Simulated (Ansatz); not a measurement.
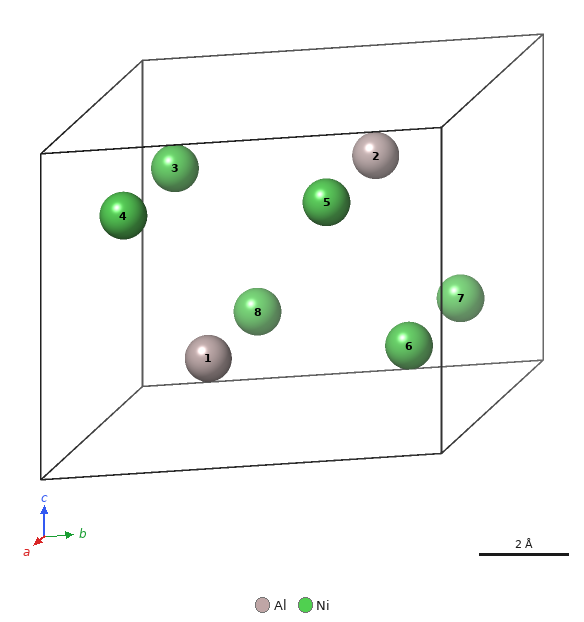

Fig. 1: The structure as given in the input (ball-and-stick view of the cell of the calculation, seen slightly off an axis; atoms are numbered from 1 in the order of the input). An atom can appear more than once, as a periodic image.

**Run report: AlNi3, single-point calculation**

The run: single-point calculation of AlNi3 (P6₃/mmc, 8 atoms in the cell). Method and program: DFT, PBEsol, plane waves, PAW (Ansatz 0.2.0).

The structure derives from a Materials Project entry. The run did not end well. Figures and captions count atoms from 1; the log counts them from 0 in places.

## Log
```
Engine: ansatz 0.2.0, x86_64-unknown-linux-gnu
Pseudopotentials: kind: paw
Pseudopotential: Al, paw, valence charge 3, recommended cutoff 420 eV (normal), Al.paw.azcp
Pseudopotential: Ni, paw, valence charge 18, recommended cutoff 420 eV (normal), Ni.paw.azcp
Functional definition: PBEsol
  exchange = pbesol_x
  correlation = pbesol_c
Crystal: 8 atoms, lattice volume = 589.242 Å³
Basis set: ecut = 420 eV, 11497 PW (Γ), exchange–correlation on 128×128×108 points (8 copies of the dense FFT grid, shifted against one another)
Bands: 70, of which v1, the nominal top of the filled ones, is band 57 counted from 1 (56 counted from 0)
Symmetry: 24 space group operations
Space group: P63/mmc (ITA 194), of the structure as read, at distance tolerance 8.4e-5 Å
Magnetic group: BNS 194.263 (UNI 1493), of the structure as read, at distance tolerance 8.4e-5 Å
k-points: 114 of 1440
Non-local potential: Al, projectors of the file, l = 0: 2, l = 1: 2, l = 2: 1
Non-local potential: Ni, projectors of the file, l = 0: 3, l = 1: 2, l = 2: 3, l = 3: 1
PAW form: soft (Blöchl's): semilocal exchange-correlation on the pseudo side does not see the compensation charge
PAW frozen core: Al, regenerated for the run's functional, and the local potential with it (the file was generated under x = pbe(κ = 0.804, μ = 0.2195149727645171), c = pbe(β = 0.06672455060314922))
PAW frozen core: Ni, regenerated for the run's functional, and the local potential with it (the file was generated under x = pbe(κ = 0.804, μ = 0.2195149727645171), c = pbe(β = 0.06672455060314922))
PAW one-centre angular grid: Al, 110 points (default); XC on 64 Gauss nodes
PAW one-centre angular grid: Ni, 590 points (default); XC on 64 Gauss nodes
Starting moments: Σ|m| = 1.26 μB on 6 of 8 sites
Initial wavefunctions: pseudopotential atomic-orbital guess
Functional: x = pbesol(κ = 0.804, μ = 0.12345679012345678), c = pbesol(β = 0.046)
SCF iter   1: F=—  HF=-35837.639286 eV  |F-HF|=—  |Δ(HF+E_count)|=         —  Δρ=8.34e-2 (↑1.08e-2 ↓8.34e-2)  dr2=2.93e1  dr2_m=1.12e1  M=-7.132 μB ∫|m|=7.138 μB  β_m=0.30  ethr=3.10e-3  ⟨swp⟩=5.7  Hψ=53889  notcnv=0  defer=6
Mixer restart at iter 1: flushing history
preconditioner: auto → none  [metal: Δε(μ)=0.001 eV  Ē_g=2.737 eV  σ=0.100 eV  W_gap=0.00  n_scr=82 (ndim 8)  ℏωp=12.4 eV  f_vac=0.279  D(μ)=118.72/eV (n_scr^D=2192)  sad-step TF]
SCF iter   2: F=—  HF=-35842.749692 eV  |F-HF|=—  |Δ(HF+E_count)|=    5.11e0  Δρ=4.29e-2 (↑3.98e-2 ↓4.29e-2)  dr2=3.16e0  dr2_m=9.03e0  M=-8.724 μB ∫|m|=8.770 μB  β_m=0.43  ethr=3.10e-3  ⟨swp⟩=3.0  Hψ=33954  notcnv=0  defer=427
SCF iter   3: F=—  HF=-35841.989318 eV  |F-HF|=—  |Δ(HF+E_count)|=   7.60e-1  Δρ=2.86e-2 (↑9.69e-3 ↓2.86e-2)  dr2=5.23e0  dr2_m=8.78e-1  M=-7.630 μB ∫|m|=7.791 μB  β_m=0.47  ethr=2.77e-3  ⟨swp⟩=3.8  Hψ=30387  notcnv=0  defer=453
SCF iter   4: F=—  HF=-35843.606618 eV  |F-HF|=—  |Δ(HF+E_count)|=    1.62e0  Δρ=6.38e-3 (↑6.38e-3 ↓1.37e-3)  dr2=1.16e-1  dr2_m=5.93e-2  M=-7.856 μB ∫|m|=8.159 μB  β_m=0.57  ethr=2.77e-3  ⟨swp⟩=2.1  Hψ=28104  notcnv=0  defer=454
SCF iter   5: F=—  HF=-35843.692017 eV  |F-HF|=—  |Δ(HF+E_count)|=   8.54e-2  Δρ=3.44e-3 (↑3.44e-3 ↓7.48e-4)  dr2=5.58e-2  dr2_m=1.84e-2  M=-7.810 μB ∫|m|=8.091 μB  β_m=0.58  ethr=1.02e-4  ⟨swp⟩=2.7  Hψ=28875  notcnv=0  defer=452
SCF iter   6: F=—  HF=-35843.727486 eV  |F-HF|=—  |Δ(HF+E_count)|=         —  Δρ=1.81e-3 (↑1.81e-3 ↓5.50e-4)  dr2=3.05e-3  dr2_m=5.53e-3  M=-7.780 μB ∫|m|=8.068 μB  β_m=0.58  ethr=4.90e-5  ⟨swp⟩=2.0  Hψ=23704  notcnv=0  defer=452
Mixer restart at iter 6: flushing history
SCF iter   7: F=—  HF=-35843.735998 eV  |F-HF|=—  |Δ(HF+E_count)|=   8.51e-3  Δρ=2.64e-3 (↑2.64e-3 ↓2.87e-4)  dr2=6.15e-3  dr2_m=1.05e-2  M=-7.728 μB ∫|m|=8.020 μB  β_m=0.58  ethr=2.68e-6  ⟨swp⟩=2.3  Hψ=25660  notcnv=0  defer=452
SCF iter   8: F=-35843.708419 eV  HF=-35843.774074 eV  |F-HF|=6.57e-2  |Δ(HF+E_count)|=   3.81e-2  Δρ=5.19e-3 (↑5.19e-3 ↓1.85e-3)  dr2=9.35e-2  dr2_m=2.77e-2  M=-7.841 μB ∫|m|=8.139 μB  β_m=0.58  ethr=2.68e-6  ⟨swp⟩=3.1  Hψ=33467  notcnv=0  defer=452
```

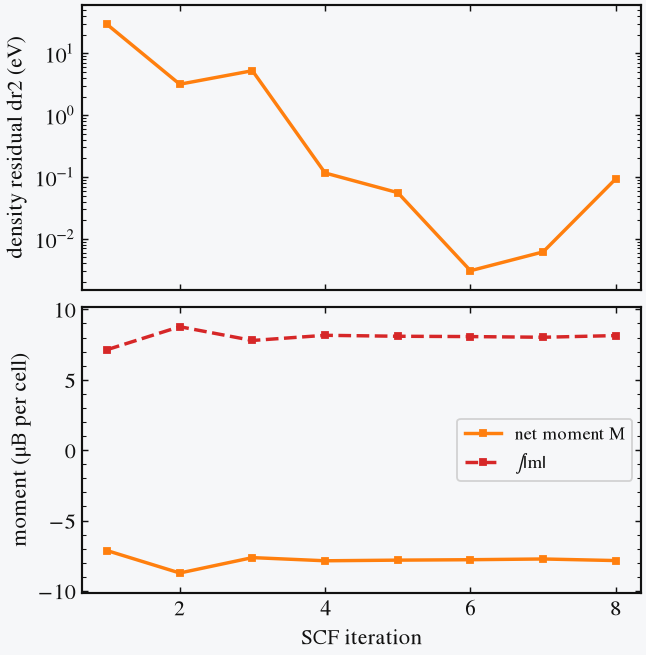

Fig. 2: Convergence of the self-consistent field: density residual dr2 and magnetic moment against the SCF iteration. The run ended after 8 iterations. The net moment goes from −7.1 to −7.8 μB per cell.

```
Error: SIGTERM received: cancelled by the caller after 8 completed SCF iterations
```

The run was set up as follows.

## The input
```yaml
crystal:
  lattice:
    - [9.45642082, 0.0, 0.0]
    - [-4.72821041, 8.18950066, 0.0]
    - [0.0, 0.0, 7.60868238]
  atoms:
    - { symbol: Al, position: [0.6666666667, 0.3333333333, 0.25] }
    - { symbol: Al, position: [0.3333333333, 0.6666666667, 0.75] }
    - { symbol: Ni, position: [0.3287003697, 0.1643501848, 0.75], spin: -0.21 }
    - { symbol: Ni, position: [0.8356498152, 0.1643501848, 0.75], spin: -0.21 }
    - { symbol: Ni, position: [0.8356498152, 0.6712996303, 0.75], spin: -0.21 }
    - { symbol: Ni, position: [0.6712996303, 0.8356498152, 0.25], spin: -0.21 }
    - { symbol: Ni, position: [0.1643501848, 0.8356498152, 0.25], spin: -0.21 }
    - { symbol: Ni, position: [0.1643501848, 0.3287003697, 0.25], spin: -0.21 }
basis:
  ecutwfc: 420
kpoints:
  mp_grid: { grid: [12, 12, 10] }
hamiltonian:
  xc: pbesol
scf:
  occupations: { method: gaussian, width: 0.1 }
  max_iter: 60
output:
  forces: true
  eigenvalues: true
  stress: true
magnetization:
  spin_polarized: true
```

Command:
```bash
ansatz run input.yaml --threads 2 --pin off --max-ram 5120MiB --backend cpu --events-out ev --progress --plain --runs-dir out
```

## Outcome

```json
{"quantity": "outcome", "value": "stopped at the time limit"}
{"quantity": "space group (tolerance 0.01 Å)", "value": "P6₃/mmc (194)"}
{"quantity": "hardware", "value": "2 threads of Intel Xeon @ 2.50GHz (Skylake/Cascade Lake), 189 GiB of memory available, shared host"}
{"quantity": "wall time", "value": "6.8 min (CPU time 13 min)"}
{"quantity": "peak memory", "value": "4.4 GiB"}
```

## What went wrong

The input was spoiled on purpose: a lattice typed in bohr (`crystal.lattice`). Numbers in bohr are read as ångström, so the cell is 1.89 times too large and the atoms hardly bond. The run was cut off by its time limit, so the output is incomplete.
